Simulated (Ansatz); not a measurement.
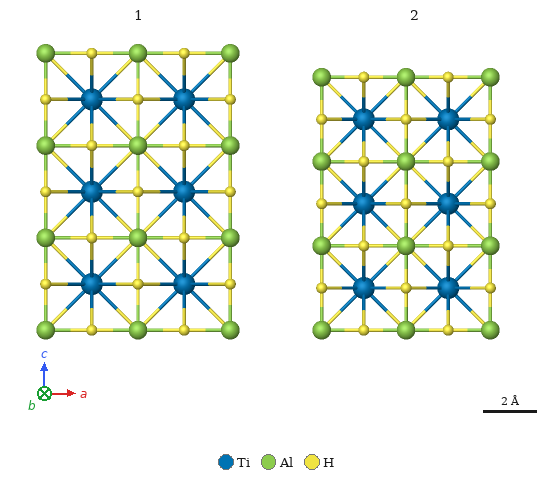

Two geometries of a crystal of TiAlH3 (set up in Pm-3m) (coarse preliminary run), drawn at one scale. One is the start of a relaxation, the other its converged end. A ball-and-stick model of the cell of the calculation, repeated 2 × 1 × 3 with one cell outlined, seen along the b axis.

These are results of DFT PBE, scalar-relativistic, plane waves, PAW in Ansatz 0.2.0, not measurements. Set-up: plane-wave cutoff 420 eV; k-point mesh 6 × 6 × 6; occupations gaussian; smearing width 0.1 eV; no spin polarisation; cell and atoms relaxed; force threshold 0.0325 eV/Å; at most 70 steps.

> Which geometry has the lower energy?

Structure 1 is the relaxed one. Case: 3 H put on empty site 1 of 1 host cells, relaxed. The energy falls by 1.070 eV per cell of the calculation in 5 accepted moves (7 points after the start). All forces vanish by symmetry, so only the cell relaxes. Pressure: 42.28 GPa at the start and 0.08 GPa at the end. At 2 points the geometry stayed and the basis and grid were re-selected for the new cell (energy shift of 32.8 meV per cell of the calculation at most each time). The atoms keep their places relative to the cell (all moves are under 0.005 Å). Cell: a = b = c 3.187 → 3.488 Å (+9.5 %). Volume +31.1 %. Near-neighbour distances that change, for instance: Ti–Ti 3.187 → 3.488 Å, Al–Ti 2.760 → 3.020 Å, H–Ti 2.253 → 2.466 Å, Al–H 1.593 → 1.744 Å. The space group stays Pm-3m (No. 221). Cost: 5.3 s on 2 threads of Arm Neoverse V1 (shared host), peak memory 0.3 GiB.
